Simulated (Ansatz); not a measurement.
# Geometry relaxation, with input and output: ZrSiO4 (part 1 of 2)

ZrSiO4 (12 atoms in the cell), computed with DFT, PBEsol, plane waves, PAW, no spin polarisation (Ansatz 0.2.0).

The structure derives from an entry of the Crystallography Open Database. The geometry comes from this level: PBE.

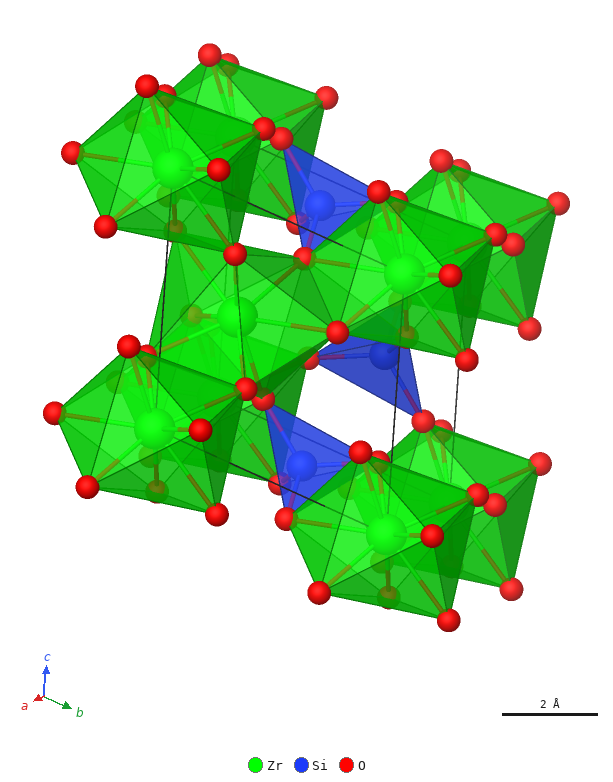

Figure 1. The structure as given in the input (polyhedral view of the cell of the calculation, seen slightly off an axis; polyhedra are completed across the faces of the cell).

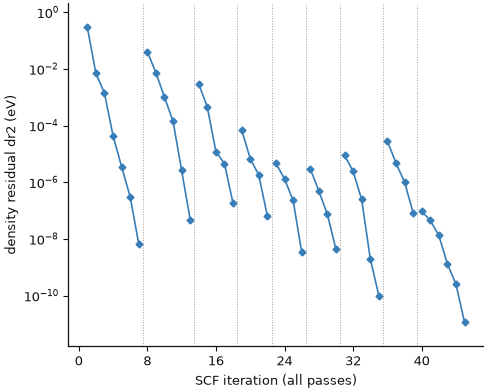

Figure 2. Convergence of the self-consistent field: density residual dr2 against the SCF iteration. The dotted lines part the SCF passes of the relaxation: geometry steps, rejected trials and re-solves on a re-selected basis. The 9 passes take 4 to 7 iterations each, 45 in all.

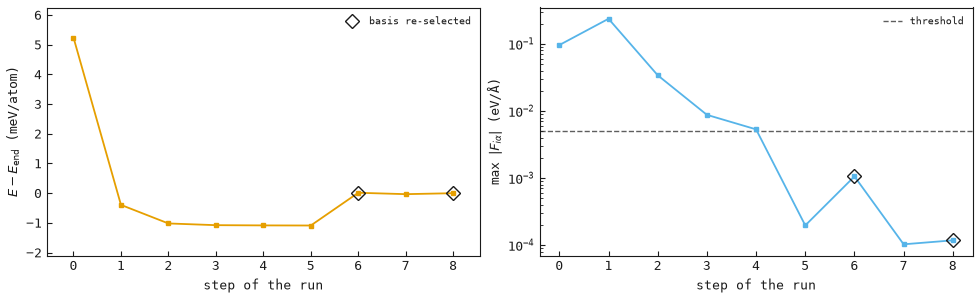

Figure 3. Progress of the relaxation, step by step (the first geometry is step 0 here and step 1 in the log).

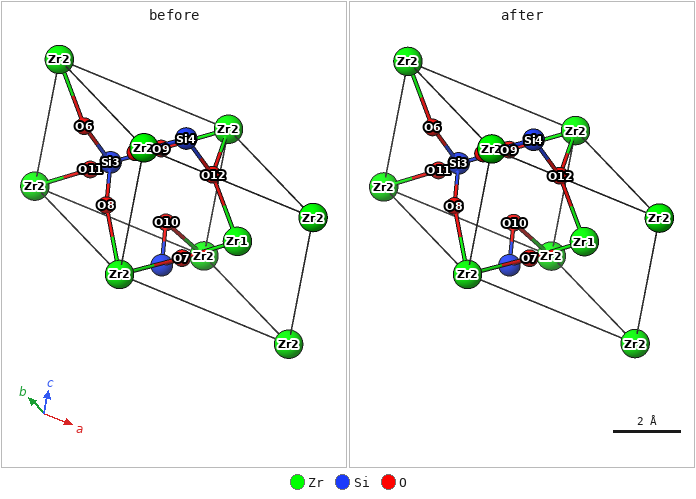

Figure 4. Before (left) and after (right) the relaxation, at one scale (ball-and-stick view of the cell of the calculation, seen at an oblique angle). Over 6 geometry steps the energy falls by 5.3 meV per atom. Largest force component: 0.096 eV/Å at the start, 0.00012 eV/Å at the end. The pressure goes from −5.50 to −0.01 GPa. The basis was re-selected once at an unchanged geometry, which shifts the energy a little without any move. The largest moves relative to the cell, 0.006 Å, are those of 8 atoms (O5, O6, O7, O8 and others). Si and Zr stay in place. Cell: a = b = c 5.601 → 5.551 Å (−0.9 %). Volume −2.6 %. Among the contacts that change: Zr1–O10 2.153 → 2.129 Å, Zr1–O11 2.283 → 2.263 Å, Si3–O11 1.639 → 1.630 Å. The space group stays I4_1/amd (No. 141). The energy change given includes the shifts at the re-selections in mid-walk, which come without any move. A last SCF at the same geometry on a re-selected plane-wave basis shifts the energy by +0.0 meV per atom. (Atoms are counted from 1 in the order of the input.)

The input and output of the run follow.

### The input
```yaml
crystal:
  lattice:
    - [-3.3387734887, 3.3387734887, 3.0118784507]
    - [3.3387734887, -3.3387734887, 3.0118784507]
    - [3.3387734887, 3.3387734887, -3.0118784507]
  atoms:
    - { symbol: Zr, position: [0.75, 0.25, 0.5] }
    - { symbol: Zr, position: [0.0, 0.0, 0.0] }
    - { symbol: Si, position: [0.25, 0.75, 0.5] }
    - { symbol: Si, position: [0.5, 0.5, 0.0] }
    - { symbol: O, position: [0.1359092046, 0.3196721344, 0.8162370702] }
    - { symbol: O, position: [0.0696721344, 0.7534350642, 0.6837629298] }
    - { symbol: O, position: [0.5034350642, 0.3196721344, 0.1837629298] }
    - { symbol: O, position: [0.0696721344, 0.3859092046, 0.3162370702] }
    - { symbol: O, position: [0.6140907954, 0.9303278656, 0.6837629298] }
    - { symbol: O, position: [0.6803278656, 0.8640907954, 0.1837629298] }
    - { symbol: O, position: [0.2465649358, 0.9303278656, 0.3162370702] }
    - { symbol: O, position: [0.6803278656, 0.4965649358, 0.8162370702] }
kpoints:
  mp_grid: { grid: [6, 6, 6] }
hamiltonian:
  xc: pbesol
scf:
  occupations: { method: fermi_dirac, width: 0.02 }
relax:
  f_tol: 0.005
  cell: {}
```

Launched with:
```bash
ansatz run input.yaml --threads 4 --pin off --max-ram 7372MiB --backend cpu --events-out ev --progress --plain --runs-dir out
```

### What the program printed
```
Engine: ansatz 0.2.0, aarch64-unknown-linux-gnu
Pseudopotentials: kind: paw
Pseudopotential: Zr, paw, valence charge 12, recommended cutoff 420 eV (normal), Zr.paw.azcp
Pseudopotential: Si, paw, valence charge 4, recommended cutoff 420 eV (normal), Si.paw.azcp
Pseudopotential: O, paw, valence charge 6, recommended cutoff 420 eV (normal), O.paw.azcp
Functional definition: PBEsol
  exchange = pbesol_x
  correlation = pbesol_c
Crystal: 12 atoms, lattice volume = 134.299 Å³
Basis set: ecut = 420 eV, 2595 PW (Γ), exchange–correlation on 80×80×80 points (8 copies of the dense FFT grid, shifted against one another)
Bands: 52, of which v1, the nominal top of the filled ones, is band 40 counted from 1 (39 counted from 0)
Symmetry: 16 space group operations
Space group: I41/amd (ITA 141), of the structure as read, at distance tolerance 5.1e-5 Å
k-points: 30 of 216
Non-local potential: Zr, projectors of the file, l = 0: 3, l = 1: 2, l = 2: 2, l = 3: 2
Non-local potential: Si, projectors of the file, l = 0: 2, l = 1: 2, l = 2: 2
Non-local potential: O, projectors of the file, l = 0: 2, l = 1: 2, l = 2: 1
PAW form: soft (Blöchl's): semilocal exchange-correlation on the pseudo side does not see the compensation charge
PAW frozen core: Zr, regenerated for the run's functional, and the local potential with it (the file was generated under x = pbe(κ = 0.804, μ = 0.2195149727645171), c = pbe(β = 0.06672455060314922))
PAW frozen core: Si, regenerated for the run's functional, and the local potential with it (the file was generated under x = pbe(κ = 0.804, μ = 0.2195149727645171), c = pbe(β = 0.06672455060314922))
PAW frozen core: O, regenerated for the run's functional, and the local potential with it (the file was generated under x = pbe(κ = 0.804, μ = 0.2195149727645171), c = pbe(β = 0.06672455060314922))
PAW one-centre angular grid: Zr, 590 points (default); XC on 64 Gauss nodes
PAW one-centre angular grid: Si, 110 points (default); XC on 64 Gauss nodes
PAW one-centre angular grid: O, 110 points (default); XC on 64 Gauss nodes
Initial density: superposition of atomic densities (neutral atoms: chi_scale 0, normalization atom), corrected by the library's trained network
Initial wavefunctions: pseudopotential atomic-orbital guess
Functional: x = pbesol(κ = 0.804, μ = 0.12345679012345678), c = pbesol(β = 0.046)
SCF iter   1: F=—  HF=-14005.234350 eV  |F-HF|=—  |Δ(HF+E_count)|=         —  Δρ=1.65e-2  dr2=3.00e-1  ethr=1.77e-3  ⟨swp⟩=6.5  Hψ=6516  notcnv=0  defer=9
preconditioner: auto → Resta (q_TF=auto, 2.503 Å⁻¹)  ε∞=4.1  [insulator: Δε(μ)=4.315 eV  Ē_g=15.920 eV  σ=0.020 eV  W_gap=1.00  n_scr=42 (ndim 8)  ℏωp=27.9 eV  f_vac=0.010  D(μ)=0.00/eV (n_scr^D=0)  ε∞_Penn≈4.1]
SCF iter   2: F=—  HF=-14005.157141 eV  |F-HF|=—  |Δ(HF+E_count)|=   7.72e-2  Δρ=3.17e-3  dr2=7.05e-3  ethr=3.75e-4  ⟨swp⟩=2.0  Hψ=2725  notcnv=0  defer=156
SCF iter   3: F=—  HF=-14005.156574 eV  |F-HF|=—  |Δ(HF+E_count)|=   5.67e-4  Δρ=1.41e-3  dr2=1.41e-3  ethr=8.82e-6  ⟨swp⟩=2.0  Hψ=2338  notcnv=0  defer=156
SCF iter   4: F=—  HF=-14005.156904 eV  |F-HF|=—  |Δ(HF+E_count)|=   3.30e-4  Δρ=1.80e-4  dr2=4.40e-5  ethr=1.76e-6  ⟨swp⟩=2.0  Hψ=2789  notcnv=0  defer=156
SCF iter   5: F=—  HF=-14005.156958 eV  |F-HF|=—  |Δ(HF+E_count)|=   5.41e-5  Δρ=3.98e-5  dr2=3.53e-6  ethr=5.51e-8  ⟨swp⟩=2.0  Hψ=2120  notcnv=0  defer=156
SCF iter   6: F=—  HF=-14005.156958 eV  |F-HF|=—  |Δ(HF+E_count)|=   3.03e-7  Δρ=1.36e-5  dr2=3.09e-7  ethr=4.42e-9  ⟨swp⟩=2.2  Hψ=2195  notcnv=0  defer=156
SCF iter   7: F=-14005.156958 eV  HF=-14005.156958 eV  |F-HF|=4.43e-9  |Δ(HF+E_count)|=   2.53e-7  Δρ=2.20e-6  dr2=6.59e-9  ethr=1.25e-10  ⟨swp⟩=4.0  Hψ=4836  notcnv=0
SCF 1 converged in 7 iterations: F = -14005.156958 eV  dr2 = 6.59e-9
  greatest PAW one-centre occupation: 0.996 electrons in one spin orbital (limit 2), on the Zr atom at site 1 (counted from 0), in its partial waves of l = 0
relax step   1: F+E_penalty+E_count = -14005.15695791 eV  Δ(F+E_penalty+E_count) = +0.000e0 eV  max|allowed force component| = 9.646e-2 eV/Å  Δτ_max = 0.0000 Å  P = -5.497 GPa  Ω = 134.299 Å³  (7 SCF iters, dr2 threshold 1.00e-7 eV, accepted)
Crystal: 12 atoms, lattice volume = 130.421 Å³
Basis set: ecut = 420 eV, 2545 PW (Γ), exchange–correlation on 80×80×80 points (8 copies of the dense FFT grid, shifted against one another)
Initial density: handed on by an earlier stage of this run
Initial wavefunctions: those handed on with the density
iter 1 solved again at ethr=5.08e-5 eV; its pass at ethr=3.10e-3 eV (dr2=4.06e-2 eV) is discarded
SCF iter   1: F=—  HF=-14005.238116 eV  |F-HF|=—  |Δ(HF+E_count)|=         —  Δρ=4.67e-3  dr2=4.13e-2  ethr=5.08e-5  ⟨swp⟩=3.1  Hψ=6532  notcnv=0
preconditioner: auto → Resta (q_TF=auto, 2.515 Å⁻¹)  ε∞=4.0  [insulator: Δε(μ)=4.703 eV  Ē_g=16.289 eV  σ=0.020 eV  W_gap=1.00  n_scr=42 (ndim 8)  ℏωp=28.3 eV  f_vac=0.000  D(μ)=0.00/eV (n_scr^D=0)  ε∞_Penn≈4.0]
SCF iter   2: F=—  HF=-14005.226602 eV  |F-HF|=—  |Δ(HF+E_count)|=   1.15e-2  Δρ=1.76e-3  dr2=7.39e-3  ethr=5.08e-5  ⟨swp⟩=2.8  Hψ=2703  notcnv=0
SCF iter   3: F=—  HF=-14005.224672 eV  |F-HF|=—  |Δ(HF+E_count)|=   1.93e-3  Δρ=7.90e-4  dr2=1.01e-3  ethr=9.24e-6  ⟨swp⟩=2.5  Hψ=2672  notcnv=0
SCF iter   4: F=—  HF=-14005.224530 eV  |F-HF|=—  |Δ(HF+E_count)|=   1.42e-4  Δρ=3.06e-4  dr2=1.42e-4  ethr=1.26e-6  ⟨swp⟩=2.0  Hψ=2292  notcnv=0
SCF iter   5: F=—  HF=-14005.224554 eV  |F-HF|=—  |Δ(HF+E_count)|=   2.45e-5  Δρ=5.33e-5  dr2=2.62e-6  ethr=1.77e-7  ⟨swp⟩=2.7  Hψ=2664  notcnv=0
SCF iter   6: F=-14005.224558 eV  HF=-14005.224558 eV  |F-HF|=5.50e-8  |Δ(HF+E_count)|=   3.23e-6  Δρ=6.80e-6  dr2=4.83e-8  ethr=1.50e-9  ⟨swp⟩=4.0  Hψ=4852  notcnv=0
SCF 2 converged in 6 iterations: F = -14005.224558 eV  dr2 = 4.83e-8
relax step   2: F+E_penalty+E_count = -14005.22455763 eV  Δ(F+E_penalty+E_count) = -6.760e-2 eV  max|allowed force component| = 2.377e-1 eV/Å  Δτ_max = 0.0129 Å  P = +0.588 GPa  Ω = 130.421 Å³  energy of the carried Pulay correction = +1.748e-2 eV  (6 SCF iters, dr2 threshold 1.20e-6 eV, accepted)
Crystal: 12 atoms, lattice volume = 131.054 Å³
iter 1 solved again at ethr=3.68e-6 eV; its pass at ethr=3.10e-3 eV (dr2=2.94e-3 eV) is discarded
SCF iter   1: F=—  HF=-14005.232925 eV  |F-HF|=—  |Δ(HF+E_count)|=         —  Δρ=1.11e-3  dr2=2.93e-3  ethr=3.68e-6  ⟨swp⟩=2.3  Hψ=6524  notcnv=0
preconditioner: auto → Resta (q_TF=auto, 2.513 Å⁻¹)  ε∞=4.0  [insulator: Δε(μ)=4.730 eV  Ē_g=16.267 eV  σ=0.020 eV  W_gap=1.00  n_scr=42 (ndim 8)  ℏωp=28.3 eV  f_vac=0.003  D(μ)=0.00/eV (n_scr^D=0)  ε∞_Penn≈4.0]
SCF iter   2: F=—  HF=-14005.232155 eV  |F-HF|=—  |Δ(HF+E_count)|=   7.70e-4  Δρ=4.95e-4  dr2=4.47e-4  ethr=3.66e-6  ⟨swp⟩=2.3  Hψ=2342  notcnv=0
SCF iter   3: F=—  HF=-14005.232058 eV  |F-HF|=—  |Δ(HF+E_count)|=   9.67e-5  Δρ=1.22e-4  dr2=1.22e-5  ethr=5.58e-7  ⟨swp⟩=2.1  Hψ=2273  notcnv=0
SCF iter   4: F=—  HF=-14005.232059 eV  |F-HF|=—  |Δ(HF+E_count)|=   9.49e-7  Δρ=5.70e-5  dr2=4.54e-6  ethr=1.50e-9  ⟨swp⟩=4.9  Hψ=5514  notcnv=0
SCF iter   5: F=-14005.232059 eV  HF=-14005.232059 eV  |F-HF|=8.34e-8  |Δ(HF+E_count)|=   4.03e-7  Δρ=1.28e-5  dr2=1.79e-7  ethr=1.50e-9  ⟨swp⟩=2.9  Hψ=5369  notcnv=0
SCF 3 converged in 5 iterations: F = -14005.232059 eV  dr2 = 1.79e-7
relax step   3: F+E_penalty+E_count = -14005.23205912 eV  Δ(F+E_penalty+E_count) = -7.501e-3 eV  max|allowed force component| = 3.417e-2 eV/Å  Δτ_max = 0.0063 Å  P = -0.263 GPa  Ω = 131.054 Å³  energy of the carried Pulay correction = +1.459e-2 eV  (5 SCF iters, dr2 threshold 1.20e-6 eV, accepted)
Crystal: 12 atoms, lattice volume = 130.953 Å³
iter 1 solved again at ethr=9.28e-8 eV; its pass at ethr=3.10e-3 eV (dr2=7.42e-5 eV) is discarded
SCF iter   1: F=—  HF=-14005.232753 eV  |F-HF|=—  |Δ(HF+E_count)|=         —  Δρ=2.54e-4  dr2=7.06e-5  ethr=9.28e-8  ⟨swp⟩=3.0  Hψ=5757  notcnv=0
preconditioner: auto → Resta (q_TF=auto, 2.513 Å⁻¹)  ε∞=4.0  [insulator: Δε(μ)=4.710 eV  Ē_g=16.263 eV  σ=0.020 eV  W_gap=1.00  n_scr=42 (ndim 8)  ℏωp=28.3 eV  f_vac=0.002  D(μ)=0.00/eV (n_scr^D=0)  ε∞_Penn≈4.0]
SCF iter   2: F=—  HF=-14005.232755 eV  |F-HF|=—  |Δ(HF+E_count)|=   1.70e-6  Δρ=8.67e-5  dr2=6.90e-6  ethr=8.83e-8  ⟨swp⟩=2.0  Hψ=2280  notcnv=0
SCF iter   3: F=—  HF=-14005.232753 eV  |F-HF|=—  |Δ(HF+E_count)|=   1.91e-6  Δρ=4.06e-5  dr2=1.79e-6  ethr=8.63e-9  ⟨swp⟩=2.7  Hψ=2402  notcnv=0
SCF iter   4: F=-14005.232752 eV  HF=-14005.232752 eV  |F-HF|=6.17e-9  |Δ(HF+E_count)|=   4.90e-7  Δρ=6.34e-6  dr2=6.45e-8  ethr=2.94e-10  ⟨swp⟩=3.0  Hψ=6217  notcnv=0
SCF 4 converged in 4 iterations: F = -14005.232752 eV  dr2 = 6.45e-8
relax step   4: F+E_penalty+E_count = -14005.23275216 eV  Δ(F+E_penalty+E_count) = -6.930e-4 eV  max|allowed force component| = 8.781e-3 eV/Å  Δτ_max = 0.0008 Å  P = -0.038 GPa  Ω = 130.953 Å³  energy of the carried Pulay correction = +1.505e-2 eV  (4 SCF iters, dr2 threshold 2.35e-7 eV, accepted)
Crystal: 12 atoms, lattice volume = 130.937 Å³
iter 1 solved again at ethr=5.46e-9 eV; its pass at ethr=3.10e-3 eV (dr2=4.37e-6 eV) is discarded
SCF iter   1: F=—  HF=-14005.232827 eV  |F-HF|=—  |Δ(HF+E_count)|=         —  Δρ=6.38e-5  dr2=4.65e-6  ethr=5.46e-9  ⟨swp⟩=2.1  Hψ=5028  notcnv=0
preconditioner: auto → Resta (q_TF=auto, 2.513 Å⁻¹)  ε∞=4.0  [insulator: Δε(μ)=4.707 eV  Ē_g=16.262 eV  σ=0.020 eV  W_gap=1.00  n_scr=42 (ndim 8)  ℏωp=28.3 eV  f_vac=0.002  D(μ)=0.00/eV (n_scr^D=0)  ε∞_Penn≈4.0]
SCF iter   2: F=—  HF=-14005.232848 eV  |F-HF|=—  |Δ(HF+E_count)|=   2.04e-5  Δρ=3.52e-5  dr2=1.33e-6  ethr=5.46e-9  ⟨swp⟩=2.0  Hψ=2344  notcnv=0
SCF iter   3: F=—  HF=-14005.232847 eV  |F-HF|=—  |Δ(HF+E_count)|=   2.81e-7  Δρ=1.51e-5  dr2=2.30e-7  ethr=1.67e-9  ⟨swp⟩=2.0  Hψ=2280  notcnv=0
SCF iter   4: F=-14005.232847 eV  HF=-14005.232847 eV  |F-HF|=2.24e-9  |Δ(HF+E_count)|=   5.22e-8  Δρ=2.42e-6  dr2=3.52e-9  ethr=2.67e-11  ⟨swp⟩=3.0  Hψ=6257  notcnv=0
SCF 5 converged in 4 iterations: F = -14005.232847 eV  dr2 = 3.52e-9
relax step   5: F+E_penalty+E_count = -14005.23284732 eV  Δ(F+E_penalty+E_count) = -9.516e-5 eV  max|allowed force component| = 5.334e-3 eV/Å  Δτ_max = 0.0005 Å  P = -0.021 GPa  Ω = 130.937 Å³  energy of the carried Pulay correction = +1.512e-2 eV  (4 SCF iters, dr2 threshold 2.14e-8 eV, accepted)
Crystal: 12 atoms, lattice volume = 130.930 Å³
iter 1 solved again at ethr=3.41e-9 eV; its pass at ethr=3.10e-3 eV (dr2=2.73e-6 eV) is discarded
SCF iter   1: F=—  HF=-14005.232869 eV  |F-HF|=—  |Δ(HF+E_count)|=         —  Δρ=4.47e-5  dr2=3.03e-6  ethr=3.41e-9  ⟨swp⟩=2.0  Hψ=5630  notcnv=0
preconditioner: auto → Resta (q_TF=auto, 2.513 Å⁻¹)  ε∞=4.0  [insulator: Δε(μ)=4.707 eV  Ē_g=16.263 eV  σ=0.020 eV  W_gap=1.00  n_scr=42 (ndim 8)  ℏωp=28.3 eV  f_vac=0.002  D(μ)=0.00/eV (n_scr^D=0)  ε∞_Penn≈4.0]
SCF iter   2: F=—  HF=-14005.232890 eV  |F-HF|=—  |Δ(HF+E_count)|=   2.07e-5  Δρ=2.13e-5  dr2=5.00e-7  ethr=3.41e-9  ⟨swp⟩=2.4  Hψ=2358  notcnv=0
SCF iter   3: F=—  HF=-14005.232890 eV  |F-HF|=—  |Δ(HF+E_count)|=   1.08e-7  Δρ=8.78e-6  dr2=7.38e-8  ethr=6.25e-10  ⟨swp⟩=2.0  Hψ=2254  notcnv=0
SCF iter   4: F=-14005.232890 eV  HF=-14005.232890 eV  |F-HF|=1.49e-10  |Δ(HF+E_count)|=   1.23e-8  Δρ=2.08e-6  dr2=4.32e-9  ethr=1.53e-11  ⟨swp⟩=4.0  Hψ=5040  notcnv=0
SCF 6 converged in 4 iterations: F = -14005.232890 eV  dr2 = 4.32e-9
relax step   6: F+E_penalty+E_count = -14005.23288973 eV  Δ(F+E_penalty+E_count) = -4.241e-5 eV  max|allowed force component| = 1.970e-4 eV/Å  Δτ_max = 0.0003 Å  P = -0.003 GPa  Ω = 130.930 Å³  energy of the carried Pulay correction = +1.516e-2 eV  (4 SCF iters, dr2 threshold 1.22e-8 eV, accepted)
Initial wavefunctions: pseudopotential atomic-orbital guess (no wavefunctions were taken with the density)
iter 1 solved again at ethr=5.08e-7 eV; its pass at ethr=3.10e-3 eV (dr2=4.07e-4 eV) is discarded
```
